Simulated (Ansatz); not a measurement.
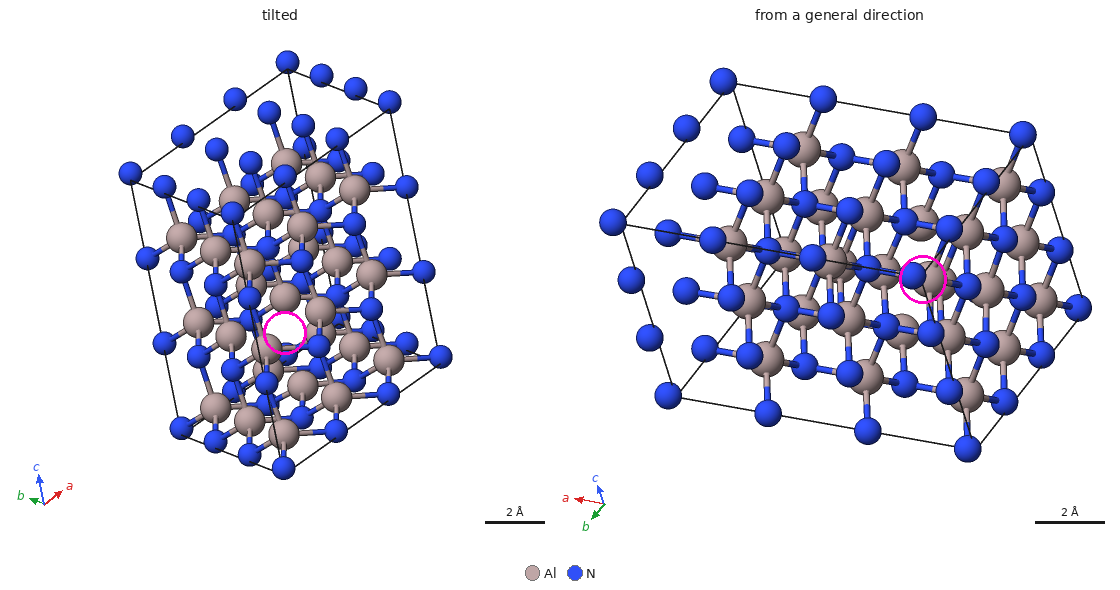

Ball-and-stick drawing of the structure, looking slightly off an axis and from a general direction. The parallelepiped is the supercell. The host is AlN, in a cell of 54 sites, and the cell carries a charge of +1. A ring marks the defect's site.

> Where does the cell differ from the host, and how?

A nitrogen vacancy. Around the empty site lie four Al at about 2.0 Å.

The atoms were relaxed in the host's cell with DFT PBE, scalar-relativistic, plane waves, PAW (Ansatz).
